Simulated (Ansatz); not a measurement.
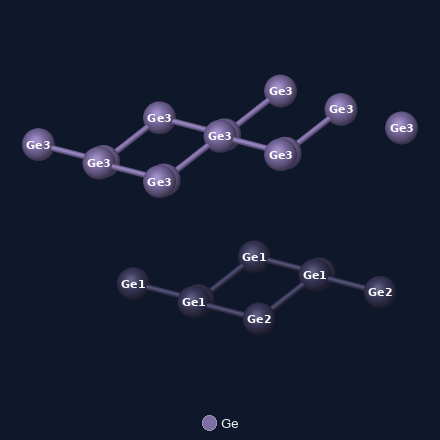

The system is a bilayer of two Ge sheets of the honeycomb type (4 atoms in the cell); the picture shows the structure at the first grid point; the lower layer is drawn fainter. The upper layer of a bilayer is slid over the lower one; relaxed at each slide: nothing; the origin of the map has Ge4 above Ge1; the distance between the facing planes is held at 4.25 Å. Places are given modulo a cell vector. The map is drawn in real space over the plane of the slide. The scan uses a 9 × 9 grid; 19 points were computed and 62 follow by symmetry. Energies: mJ/m², counted from the lowest grid point. At a held distance the lowest stacking need not be the one that binds best once the distance relaxes. Level of theory: DFT PBE+D3(BJ), scalar-relativistic, plane waves, PAW in Ansatz 0.2.0. Settings: cutoff 420 eV, k-mesh 9×9×1, gaussian smearing 0.1 eV, no spin polarisation.

Its coordinates:

```
CELL_PARAMETERS angstrom
4.02269 0.00000 0.00000
-2.01134 3.48375 0.00000
0.00000 0.00000 18.86852
ATOMIC_POSITIONS crystal
Ge 0.33333 0.66667 0.27476
Ge 0.66666 0.33335 0.23849
Ge 0.00002 0.00001 0.53626
Ge 0.33333 0.66667 0.50000
```

Range: slide of the upper layer along the first cell vector from 0.000 to 0.889; slide of the upper layer along the second cell vector from 0.000 to 0.889.

### What landscape does the calculation give?

The lowest grid point is at (0/9, 0/9) of the cell vectors. No other kind of well shows on this grid. The highest grid point, (6/9, 3/9) of the cell vectors, lies 39.9 mJ/m² above the lowest. On the interpolated surface the easiest way out of the lowest well to its copy in the next cell or period passes a barrier of about 34 mJ/m². Facing atoms of the upper layer at the lowest point: Ge above Ge; at the highest: Ge above a hollow.

```
second ↓, first →   0/9   1/9   2/9   3/9   4/9   5/9   6/9   7/9   8/9
              8/9   3.9  11.0  21.8  31.5  35.3  31.5  21.8  11.0   3.9
              7/9  14.0  21.8  31.0  37.1  37.1  31.0  21.8  14.0  10.9
              6/9  25.3  31.5  37.1  39.4  37.1  31.5  25.3  21.5  21.5
              5/9  32.8  35.3  37.1  37.1  35.3  32.8  31.0  30.4  31.0
              4/9  32.8  31.5  31.0  31.5  32.8  34.7  36.8  36.8  34.7
              3/9  25.3  21.8  21.8  25.3  31.0  36.8  39.9  36.8  31.0
              2/9  14.0  11.0  14.0  21.5  30.4  36.8  36.8  30.4  21.5
              1/9   3.9   3.9  10.9  21.5  31.0  34.7  31.0  21.5  10.9
              0/9   0.0   3.9  14.0  25.3  32.8  32.8  25.3  14.0   3.9
```

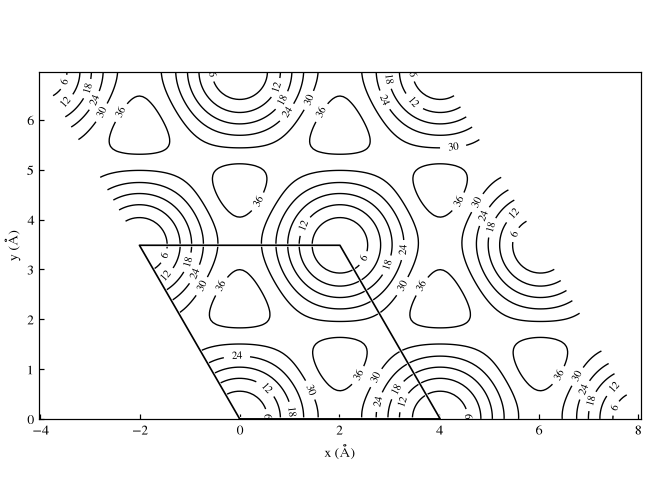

Drawn: contour lines labelled in mJ/m², the outline of one cell of the 2 × 2 shown. Between grid points the surface is interpolated.

The whole map (19 points run) took 3.4 min on 1 thread of Intel(R) Xeon(R) 6975P-C (Granite Rapids) (shared host).

PAW datasets: the set soft_1.
